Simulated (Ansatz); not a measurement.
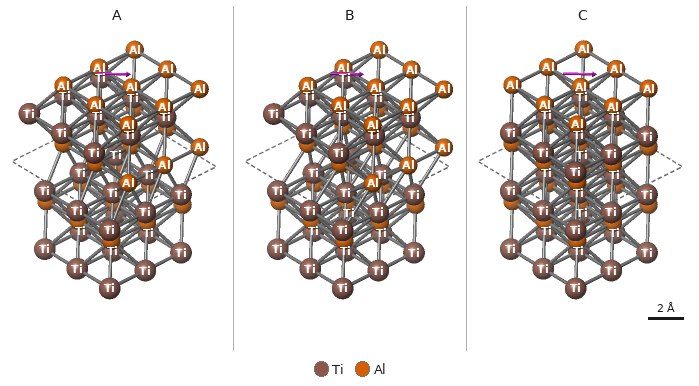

A scan of a crystal of TiAl (P4/mmm): the crystal above a cut along the (0 0 1) plane of the conventional cell (between a plane of Ti below and one of Al above, 2.04 Å apart) is slid rigidly by fractions of an in-plane lattice vector 3.99 Å long (a generalised stacking fault). One cut stands in each cell, which starts 12.2 Å high; nothing is relaxed, and the dashed outline marks the cut, the arrow on top the direction of slip. Style: ball-and-stick. Shown: the layers on both sides of the cut, obliquely from above.

These are results of DFT PBE, scalar-relativistic, plane waves, PAW (Ansatz), not measurements. (plane-wave cutoff 420 eV; k-point mesh 21 × 21 × 5; occupations gaussian; smearing width 0.15 eV; no spin polarisation). Energies (free energies at the smearing named) are counted from the relaxed crystal.

**Rank the frames from lowest to highest energy.**

Lowest first: C (the slip 0.00, 0 mJ/m²), A (the slip 0.25, 2571 mJ/m²), B (the slip 0.417, 5836 mJ/m²). Over the whole scan: the curve starts and ends at zero, since a full lattice vector restores the crystal. Its highest computed point is 6433 mJ/m² at slip 0.50, which the unstable stacking-fault energy of this rigid path equals or slightly exceeds. No local minimum shows among the points, so there is no metastable fault on this line. The path is symmetric about half-way. Relaxation across the fault would lower the values.
